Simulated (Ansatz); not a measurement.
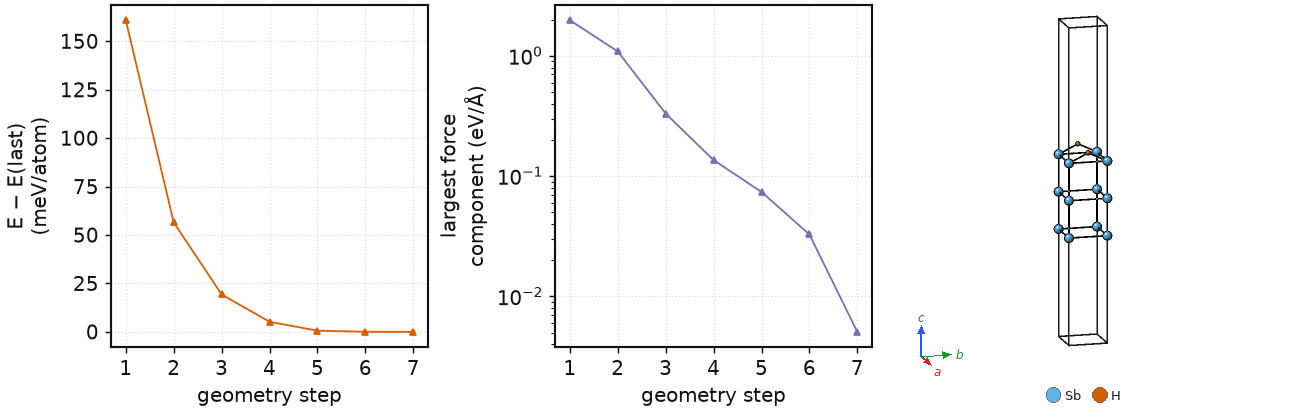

Beside the plot: the structure at the start.

History of a geometry optimisation. Sb$_{3}$H (slab, 4 atoms in the cell); DFT PBEsol, scalar-relativistic, plane waves, PAW in Ansatz 0.2.0; cutoff 420 eV, 9×9×1 k-mesh, Gaussian smearing of 0.1 eV. Only the atoms move.

The optimisation met its thresholds at geometry 7, counting the start as the first. The energy fell by about 160 meV/atom from the first step to the last. The largest force component goes from about 2 eV/Å at the start to 5 × 10⁻³ eV/Å at the end.
